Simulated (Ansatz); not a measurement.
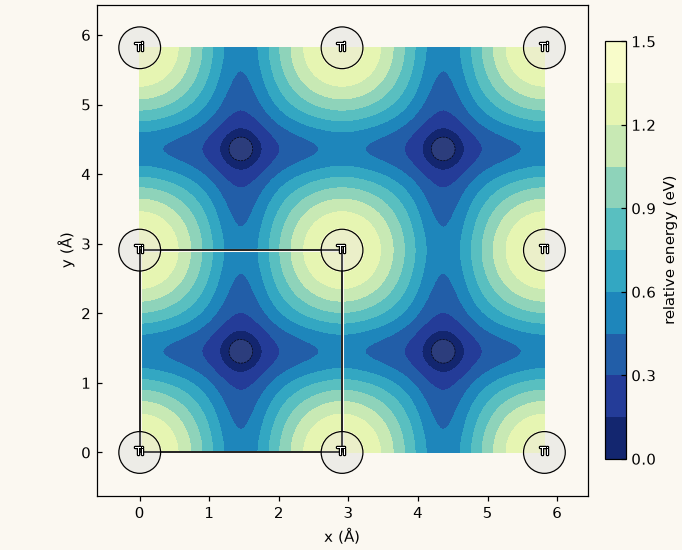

H on a Ti(100) slab cut from the Fm-3m phase, its upper half relaxed before the scan (3 atoms of substrate and one adsorbate in a 1 × 1 cell). H is moved over the surface cell; relaxed at each place: the height of the adsorbate's atoms; substrate rigid; the origin of the map has the adsorbate above Ti3. Places are given modulo a cell vector. The map is drawn in real space over the plane of the surface. Grid: 6 × 6 points; 10 points were computed and 26 follow by symmetry. Energies are in eV, from the lowest grid point. With one adsorbate in each 1 × 1 cell, its nearest image is 2.9 Å away, so neighbouring adsorbates interact. Computed with Ansatz 0.2.0, DFT PBE, scalar-relativistic, plane waves, PAW. Settings: cutoff 420 eV, k-mesh 9×9×1, gaussian smearing 0.1 eV, no spin polarisation.

The picture shows filled contours, labelled circles for the atoms of the top layer and small ones for the second layer, the outline of one cell of the 2 × 2 shown. Between grid points the surface is interpolated.

The lowest grid point is at a fourfold hollow over a second-layer Ti atom, (3/6, 3/6) of the cell vectors. No other kind of well shows on this grid. The highest grid point, the top site over a surface Ti atom, (0/6, 0/6) of the cell vectors, lies 1.43 eV above the lowest. On the interpolated surface the easiest way out of the lowest well to its copy in the next cell or period passes a barrier of about 0.49 eV. At the lowest point the adsorbate has 5 Ti at 2.07 Å as nearest neighbours, at the highest 1 Ti at 1.74 Å. Its relaxed height above the top atom is 0.19 Å at the lowest and 1.74 Å at the highest point.

H is replaced by C; all else is set up alike.

### What will the new map look like?

The lowest place stays at a fourfold hollow over a second-layer Ti atom, (3/6, 3/6) of the cell vectors. The span from the lowest to the highest grid point grows from 1.43 to 5.79 eV. The easiest pass out of the lowest well goes from about 0.49 to about 3.9 eV on the interpolated surfaces. In the new map: at the lowest point the adsorbate has 5 Ti at 2.07 Å as nearest neighbours, at the highest 1 Ti at 1.94 Å. Its relaxed height above the top atom is 0.20 Å at the lowest and 1.94 Å at the highest point.

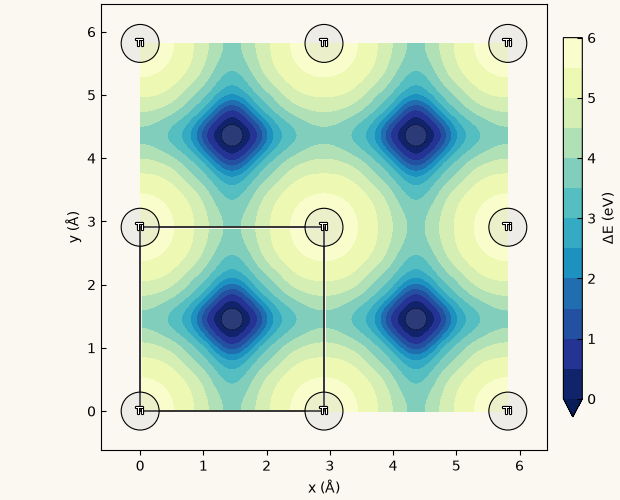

The map after the change, on a colour scale of its own. The picture shows filled contours, labelled circles for the atoms of the top layer and small ones for the second layer, the outline of one cell of the 2 × 2 shown. Between grid points the surface is interpolated.

PAW datasets: the set soft_1.
